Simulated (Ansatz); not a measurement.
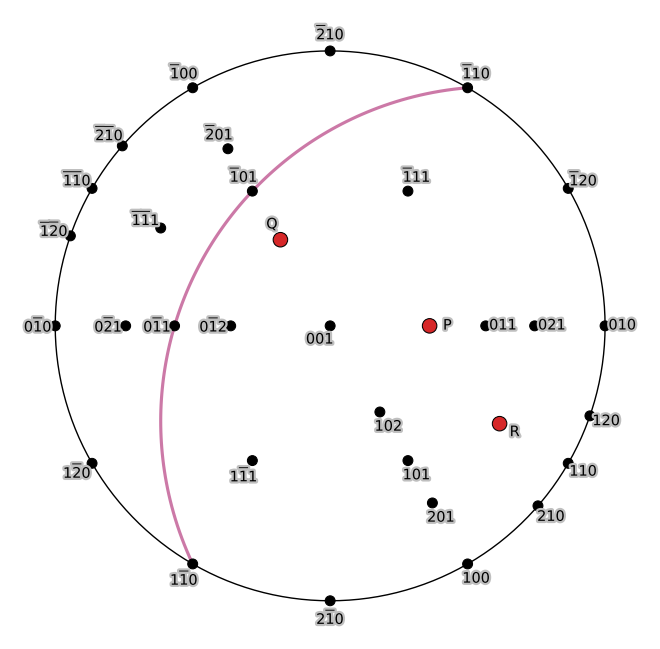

For PtS2, the geometry relaxed with DFT, r2SCAN+rVV10, plane waves, PAW in Ansatz 0.2.0: stereographic projection of plane normals (upper hemisphere) centred on (0 0 1). Symmetry computed with spglib at a tolerance of 0.002 Å; standard conventional cell.

a = 3.553 Å, b = 3.553 Å, c = 5.123 Å, α = 90.00°, β = 90.00°, γ = 120.00°.

Q: Index the poles marked P, Q, R.

A: P is (0 1 2), in four indices (0 1 −1 2), 39.8° from the centre; Q is (−1 0 2), in four indices (−1 0 1 2), 39.8° from the centre; R is (1 1 1), in four indices (1 1 −2 1), 70.9° from the centre.

Q: Which zone does the coloured great circle trace?

A: The zone [1 1 1]: its poles satisfy h + k + l = 0.

Q: What is the angle between the normals of (1 −1 0) and (0 1 1), and what are their d_hkl = 1/|g|?

A: 115.4°; d = 3.077 Å and 2.638 Å.
